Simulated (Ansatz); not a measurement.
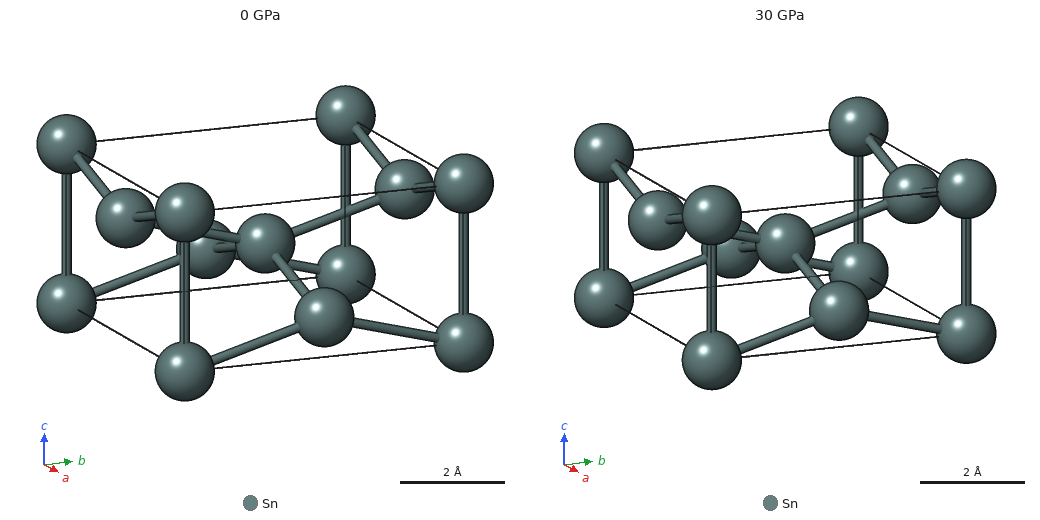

Sn, β-tin type, space group I4₁/amd (No. 141), relaxed (cell and atoms) under a series of hydrostatic pressures; the conventional cell is drawn at the lowest and the highest, to one scale (sticks follow a distance rule). The start was a structure listed in the Materials Project.

Alike in all runs: Ansatz 0.2.0; functional PBEsol; potentials Ansatz PAW; cutoff 420 eV; k mesh 9 × 9 × 9 on the run's cell of 2 atoms; occupations fermi-dirac, width 0.05 eV; no spin polarisation; no spin-orbit coupling.

```tsv
pressure (GPa)	volume (Å³/atom)	a (Å)	c (Å)
0.0	26.889	5.837	3.157
2.0	26.004	5.776	3.117
5.0	24.935	5.701	3.069
10.0	?	?	?
20.0	21.708	5.458	2.915
30.0	20.390	5.324	2.877
```

### What equation of state do the given rows imply, and what volume does it predict for the missing row?

The fit gives V0 = 26.88 Å³/atom, B0 = 56 GPa and B0′ = 4.7, which puts the volume at 10.0 GPa at 23.59 Å³/atom. The run gave volume 23.582 Å³/atom; a 5.606 Å; c 3.002 Å.

### Which axis yields most up to 30 GPa?

The axes shrink nearly alike: a −8.8 %, c −8.9 %, against −24.2 % in volume.

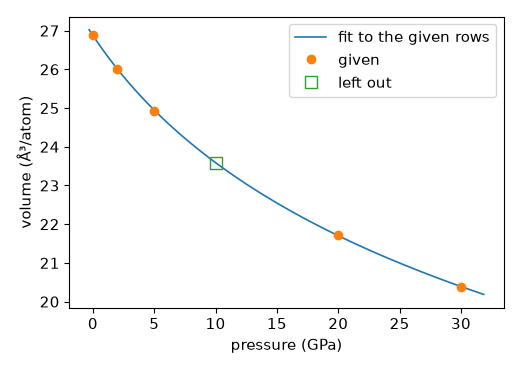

Volume against pressure, with the fit. The structure was kept in its own symmetry, so a change to another phase within this range wouldn't be seen.

Caveat: the plane-wave basis is chosen anew once the cell has moved, so the energies of steps on either side of that aren't comparable.
